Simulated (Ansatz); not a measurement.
```
Mg O H
1.0
    -4.25359    4.25359   -4.25359
     4.25359    4.25359    4.25359
     4.25359   -4.25359   -4.25359
Mg O H
16 16 1
Direct
  0.25101 0.75189 0.00115
  0.99988 0.99450 0.00115
  0.49813 0.74841 0.75053
  0.74424 0.25016 0.00116
  0.25048 0.99903 0.75002
  0.50161 0.50129 0.00114
  0.99987 0.25015 0.74552
  0.74926 0.74841 0.49940
  0.49812 0.99954 0.49940
  0.74874 0.50075 0.75002
  0.99988 0.75189 0.25228
  0.25100 0.25015 0.50289
  0.99988 0.50129 0.50289
  0.74875 0.99902 0.25176
  0.50161 0.25015 0.25228
  0.25548 0.50577 0.25675
  0.25071 0.50099 0.75305
  0.99988 0.75122 0.75031
  0.49881 0.49825 0.50008
  0.73435 0.98463 0.73562
  0.24797 0.74908 0.50008
  0.50094 0.25015 0.75031
  0.99988 0.99932 0.50221
  0.75178 0.50099 0.25198
  0.49881 0.74908 0.24924
  0.74904 0.25015 0.50221
  0.99988 0.51565 0.00115
  0.25071 0.00205 0.25198
  0.99988 0.25016 0.26666
  0.74904 0.75122 0.00115
  0.50094 0.99932 0.00114
  0.26539 0.25016 0.00115
  0.99983 0.25005 0.00112
```

Spin-polarised.

Computed with Ansatz 0.2.0, DFT PBE, scalar-relativistic, plane waves, PAW.

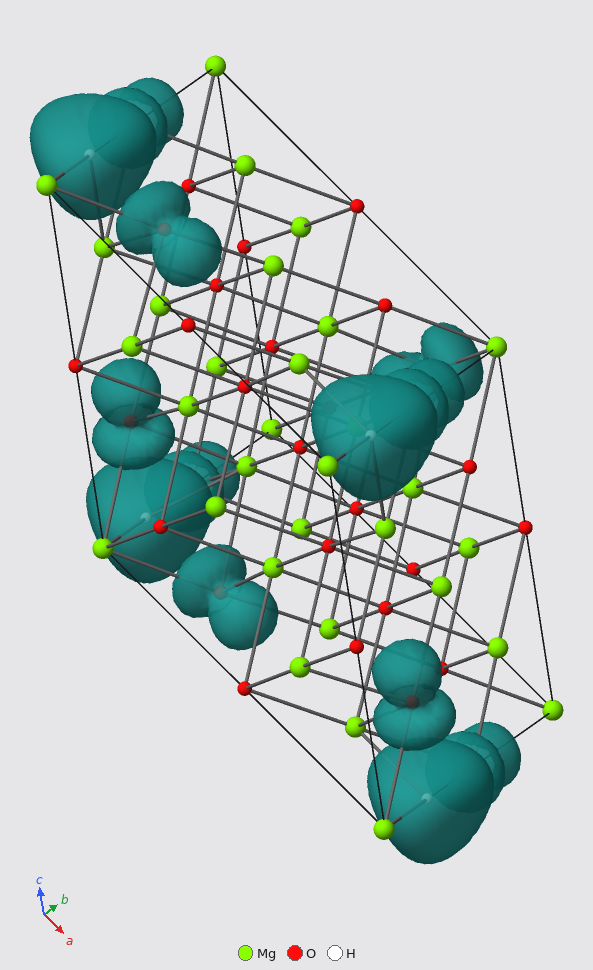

Mg₁₆HO₁₆ (cell with a defect). Isosurfaces of the magnetisation density (up minus down) at +0.015 (teal) and −0.015 e/Å³ (pink), seen slightly off an axis. Sticks mark near contacts.

Describe the spin distribution.

The spin density sits on H: +0.4 μB in one cell of 33 atoms, with smaller moments on other sites: O (up to +0.11 μB): with much of the spin spread outside that site. The cell of the calculation (33 atoms) carries 1.0 μB of net spin moment. Only one sign reaches the isovalue.
